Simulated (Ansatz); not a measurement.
## Single-point calculation, with input and output: PbS

The run: single-point calculation of PbS (2 atoms in the cell). Method and program: DFT PBE, scalar-relativistic, plane waves, PAW, no spin polarisation (Ansatz 0.2.0).

The structure derives from an entry of the Crystallography Open Database.

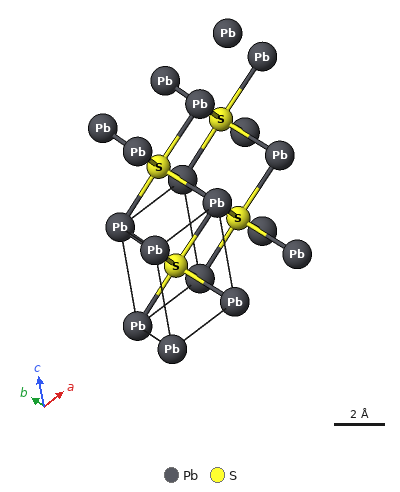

**Figure 1.** The structure as given in the input (ball-and-stick view of the cell of the calculation, repeated 2 × 1 × 2, seen slightly off an axis).

Key numbers

| quantity | value |
| --- | --- |
| outcome | converged |
| space group (tolerance 0.01 Å) | Imm2 (44) |
| electrons treated | 20 |
| free energy | −12809.5548 eV |
| Fermi energy | 8.642 eV |
| gap on the k-point mesh | 0.38 eV |
| pressure | 2.37 GPa |
| largest force (length of the vector) | 0.064 eV/Å |
| hardware | 1 thread of Arm Neoverse V1, 24 GiB of memory available, shared host |
| wall time | 22 s |
| peak memory | 0.4 GiB |

Notes

Warnings of the run: the structure was made exactly symmetric. Spin–orbit coupling is left out, which matters for Pb.

The input
```yaml
crystal:
  lattice:
    - [0.0, 2.96575, 2.96575]
    - [2.96575, 0.0, 2.96575]
    - [2.96575, 2.96575, 0.0]
  atoms:
    - { symbol: Pb, position: [0.0, 0.0, 0.0] }
    - { symbol: S, position: [0.4759671949, 0.5001896607, 0.5001941854] }
basis:
  ecutwfc: 420
  fft_grid_basis: typed
kpoints:
  mp_grid: { grid: [8, 8, 8] }
hamiltonian:
  xc: pbe
scf:
  occupations: { method: gaussian, width: 0.05 }
output:
  forces: true
  stress: true
  eigenvalues: true
  bader: true
  write_density: true
  volumetric_format: npy
```

Command:
```bash
ansatz run input.yaml --threads 1 --pin off --max-ram 2560MiB --backend cpu --events-out ev --progress --plain --runs-dir out
```

The program's output
```
Warning: the atoms were moved onto the symmetric positions of the space group found under crystal.symmetry.tolerance 1.0e-5 (fractional; no operation is sought that the atoms, as they stand in a round, miss by more than twice it, and no atom is moved by as much as it), and the run uses the moved positions. Before a round's move an operation carried an atom to 9.49e-6 Å from where it should land, the largest such distance. Atom 1 (counting from 0) moved farthest, by 9.49e-6 Å; the longest move in fractions of the cell, of whichever atom, is 0.31 of the tolerance, in 1 round. To run the atoms as typed, lower crystal.symmetry.tolerance until the operations that they miss are no longer found, or set crystal.symmetry.detect: false (a key that needs symmetry detection or time reversal refuses this as the deck is read). The positions used, in the order of the run's atom list: position: [0.0, 0.0, 0.0]; position: [0.4759671949, 0.50019192305, 0.50019192305];
Engine: ansatz 0.2.0, aarch64-unknown-linux-gnu
Pseudopotentials: kind: paw
Pseudopotential: Pb, paw, valence charge 14, recommended cutoff 420 eV (normal), Pb.paw.azcp
Pseudopotential: S, paw, valence charge 6, recommended cutoff 420 eV (normal), S.paw.azcp
Functional definition: PBE
  parameter kappa = 0.804
  parameter beta = 0.06672455060314922
  exchange = pbe_x(kappa = kappa, mu = beta*pi^2/3)
  correlation = pbe_c(beta = beta)
Crystal: 2 atoms, lattice volume = 52.172 Å³
Basis set: ecut = 420 eV, 965 PW (Γ), exchange–correlation on 60×60×60 points (8 copies of the dense FFT grid, shifted against one another)
Bands: 14, of which v1, the nominal top of the filled ones, is band 10 counted from 1 (9 counted from 0)
Symmetry: 2 space group operations
Space group: Cm (ITA 8), of the structure as read, at distance tolerance 3.7e-5 Å
k-points: 150 of 512 (time reversal used)
Non-local potential: Pb, projectors of the file, l = 0: 2, l = 1: 2, l = 2: 2, l = 3: 2
Non-local potential: S, projectors of the file, l = 0: 2, l = 1: 2, l = 2: 2
PAW form: soft (Blöchl's): semilocal exchange-correlation on the pseudo side does not see the compensation charge
PAW one-centre angular grid: Pb, 590 points (default); XC on 64 Gauss nodes
PAW one-centre angular grid: S, 110 points (default); XC on 64 Gauss nodes
Initial density: superposition of atomic densities (neutral atoms: chi_scale 0, normalization atom), corrected by the library's trained network
Initial wavefunctions: pseudopotential atomic-orbital guess
Functional: x = pbe(κ = 0.804, μ = 0.2195149727645171), c = pbe(β = 0.06672455060314922)
SCF iter   1: F=—  HF=-12809.556009 eV  |F-HF|=—  |Δ(HF+E_count)|=         —  Δρ=8.49e-4  dr2=5.33e-4  ethr=1.77e-3  ⟨swp⟩=6.5  Hψ=12697  notcnv=0
preconditioner: auto → none  [insulator: Δε(μ)=0.383 eV  Ē_g=15.465 eV  σ=0.050 eV  W_gap=1.00  n_scr=14 (ndim 8)  ℏωp=23.0 eV  f_vac=0.000  D(μ)=0.00/eV (n_scr^D=0)  ε∞_Penn≈3.2]
SCF iter   2: F=—  HF=-12809.554821 eV  |F-HF|=—  |Δ(HF+E_count)|=   1.19e-3  Δρ=4.78e-4  dr2=1.26e-4  ethr=2.67e-6  ⟨swp⟩=2.1  Hψ=4912  notcnv=0
SCF iter   3: F=—  HF=-12809.554823 eV  |F-HF|=—  |Δ(HF+E_count)|=   1.88e-6  Δρ=1.85e-4  dr2=1.80e-5  ethr=6.28e-7  ⟨swp⟩=2.1  Hψ=3238  notcnv=0
SCF iter   4: F=—  HF=-12809.554836 eV  |F-HF|=—  |Δ(HF+E_count)|=   1.35e-5  Δρ=4.98e-5  dr2=1.23e-6  ethr=8.99e-8  ⟨swp⟩=3.0  Hψ=3601  notcnv=0
SCF iter   5: F=—  HF=-12809.554836 eV  |F-HF|=—  |Δ(HF+E_count)|=   5.34e-8  Δρ=1.62e-5  dr2=1.72e-7  ethr=6.13e-9  ⟨swp⟩=2.5  Hψ=3490  notcnv=0
SCF iter   6: F=-12809.554836 eV  HF=-12809.554836 eV  |F-HF|=3.18e-9  |Δ(HF+E_count)|=   3.90e-8  Δρ=3.82e-6  dr2=6.97e-9  ethr=5.00e-10  ⟨swp⟩=5.1  Hψ=9687  notcnv=0
SCF 1 converged in 6 iterations: F = -12809.554836 eV  dr2 = 6.97e-9
  greatest PAW one-centre occupation: 0.982 electrons in one spin orbital (limit 2), on the Pb atom at site 0 (counted from 0), in its partial waves of l = 2
```

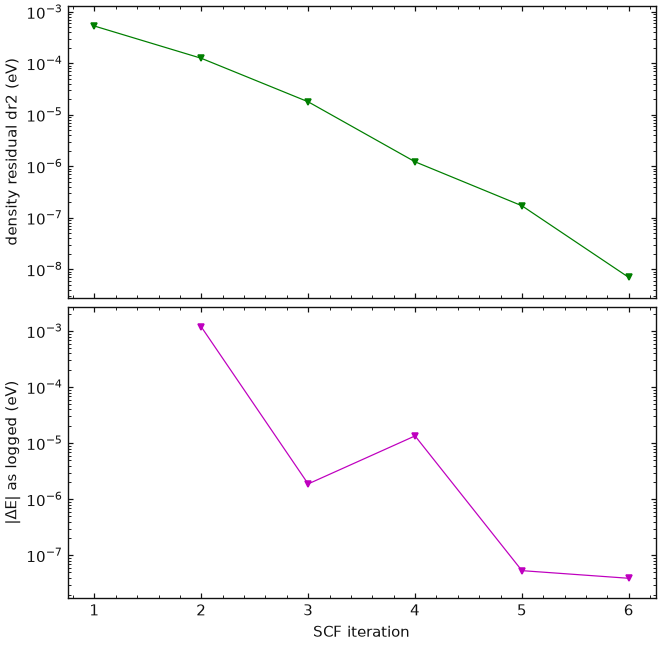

**Figure 2.** Convergence of the self-consistent field: density residual dr2 and size of the energy change against the SCF iteration. The residual falls at every step.

```
SCF converged after 6 iterations
Free energy (F): -12809.554836 eV
Harris-Foulkes:  -12809.554836 eV  (|F-HF|=3.18e-9)
Internal energy: -12809.554836 eV  (E = F + TS)
E sigma→0 (E₀):  -12809.554836 eV
Fermi energy:    8.641847 eV
--- Per-component energies (eV) ---
  E_band       = -55.222855
  E_kinetic    = 393.831082
  E_local      = -1222.483230  (includes V_loc(G=0)·N_el)
  E_nonlocal   = 378.554041
  E_hartree    = 475.461160
  E_xc         = -318.633647
  E_vxc        = -220.627161  (∫ρ·V_xc dr)
  E_paw        = -11003.413024  (= ΣΔE_a)
  E_vpaw       = -335.417145  (= ΣTr[D̂ρ^β])
  E_aug_tail   = 0.000052  (compensation charges beyond the density's cutoff)
  E_ewald      = -1512.871270
  E_smearing   = -0.000000  (= −TS)
  E_closure    = 0.000000  (closes the sum)
  Σ components = -12809.554836   (vs F -12809.554836, Δ=0.00e0)
--- Forces (eV/Å), atoms counted from 1 ---
  atom   1  Pb     0.00069857    -0.04512839    -0.04512839
  atom   2  S     -0.00069889     0.04513673     0.04513673
  max |Σ_I F_I| component: 8.33e-6 eV/Å
--- Stress (GPa, compression-positive) ---
        2.233073      -0.000780      -0.000780
       -0.000780       2.441944       0.047595
       -0.000780       0.047595       2.441944
  P = ⅓ Tr σ = 2.3723 GPa (23.723 kbar)
--- Band table (eV; the first three rows and the last of 150) ---
  k-point 0: bands = ["-8.3761", "-8.3750", "-8.3746", "-8.3606", "-8.3606", "-5.1613", "2.4320", "6.2545", "6.2785", "6.2797", "13.5779", "13.5845", "13.6708", "15.1471"]
  k-point 1: bands = ["-8.3746", "-8.3730", "-8.3722", "-8.3614", "-8.3608", "-5.0277", "1.9742", "6.3096", "6.3165", "6.6090", "12.3957", "12.8620", "12.9059", "15.0836"]
  k-point 2: bands = ["-8.3810", "-8.3795", "-8.3726", "-8.3495", "-8.3482", "-4.6565", "0.9961", "6.4222", "6.4259", "7.2772", "10.8007", "11.6761", "11.6985", "15.2886"]
  k-point 149: bands = ["-8.3947", "-8.3940", "-8.3727", "-8.3266", "-8.3264", "-3.9285", "-0.3716", "6.6307", "6.6568", "8.3654", "8.9034", "10.4143", "10.4423", "17.0764"]
--- Bader charges: 2 sites ---
  site symbol  charge [e]  shift [e]
     0     Pb      0.9938     0.0000
     1      S     -0.9938     0.0000
  estimated error of the sums over rays = 2.7e-4 e
```

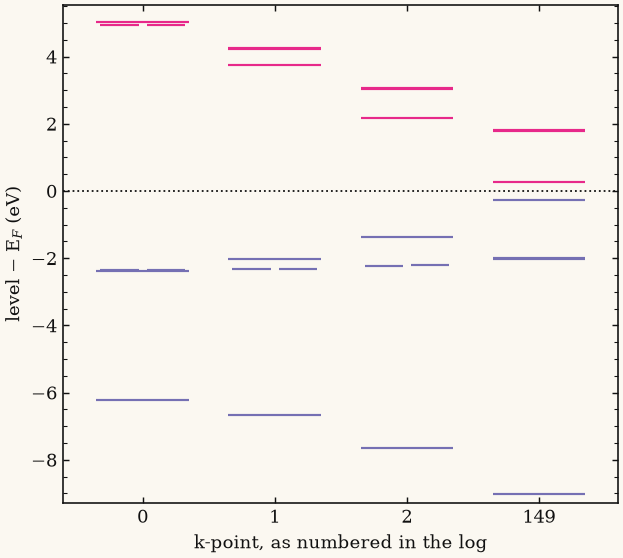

**Figure 3.** Kohn–Sham levels near the Fermi level (dotted) at the few k-points that the log prints; levels within 0.02 eV of each other stand side by side. Among these points the highest filled and lowest empty levels are 0.54 eV apart; the gap on the full mesh, 0.38 eV, has an edge at a point that isn't printed.
